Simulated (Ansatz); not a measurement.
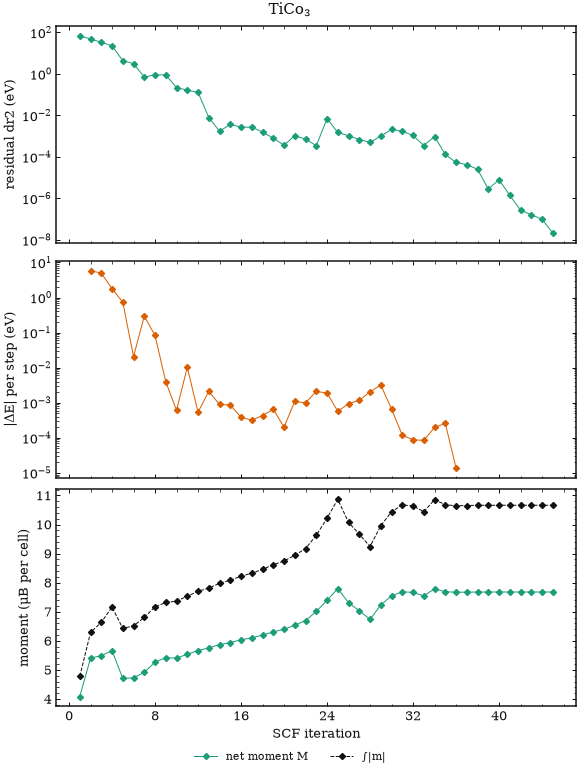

The plot shows the SCF iterations of a calculation: density residual dr2, step-to-step change of the Harris–Foulkes energy, magnetic moments. Energy differences below 3 × 10⁻⁶ eV aren't drawn. dr2 is the charge part; the magnetisation has a residual of its own.

Program: Ansatz.

```
crystal:
  lattice:
    - [0.0, -3.5282498949, 0.0]
    - [0.0, 0.0, -3.5282498949]
    - [13.5847496848, 0.0, 0.0]
  atoms:
    - { symbol: Ti, position: [1.0, 1.0, 0.1947780467] }
    - { symbol: Ti, position: [1.0, 1.0, 0.4544994238] }
    - { symbol: Ti, position: [1.0, 1.0, 0.7142208008] }
    - { symbol: Co, position: [0.5, 0.5, 0.7142208008], spin: 0.3 }
    - { symbol: Co, position: [0.5, 0.5, 0.1947780467], spin: 0.3 }
    - { symbol: Co, position: [0.5, 0.5, 0.4544994238], spin: 0.3 }
    - { symbol: Co, position: [1.0, 0.5, 0.0649173582], spin: 0.3 }
    - { symbol: Co, position: [1.0, 0.5, 0.3246387352], spin: 0.3 }
    - { symbol: Co, position: [1.0, 0.5, 0.5843601123], spin: 0.3 }
    - { symbol: Co, position: [0.5, 1.0, 0.0649173582], spin: 0.3 }
    - { symbol: Co, position: [0.5, 1.0, 0.3246387352], spin: 0.3 }
    - { symbol: Co, position: [0.5, 1.0, 0.5843601123], spin: 0.3 }
basis:
  ecutwfc: 420
kpoints:
  mp_grid: { grid: [13, 13, 5] }
hamiltonian:
  xc: pbesol
scf:
  occupations: { method: gaussian, width: 0.15 }
output:
  forces: true
  stress: true
  eigenvalues: true
  populations: true
magnetization:
  spin_polarized: true
```

Run as:
```bash
ansatz run input.yaml --threads 2 --pin off --max-ram 5120MiB --backend cpu --events-out ev --progress --plain --runs-dir out
```

Did the calculation converge?

Answer. It did not finish: the time limit cut it off after 45 iterations. The residual is still falling at the last step (down to 2.2 × 10⁻⁸).

Read the residual at the first and at the last step drawn.

Answer. It starts near 70 and ends near 2 × 10⁻⁸ eV.

What happens to the magnetisation?

Answer. The net moment goes from 4.1 to 7.7 μB per cell, though in an unconverged run this needn't be final.
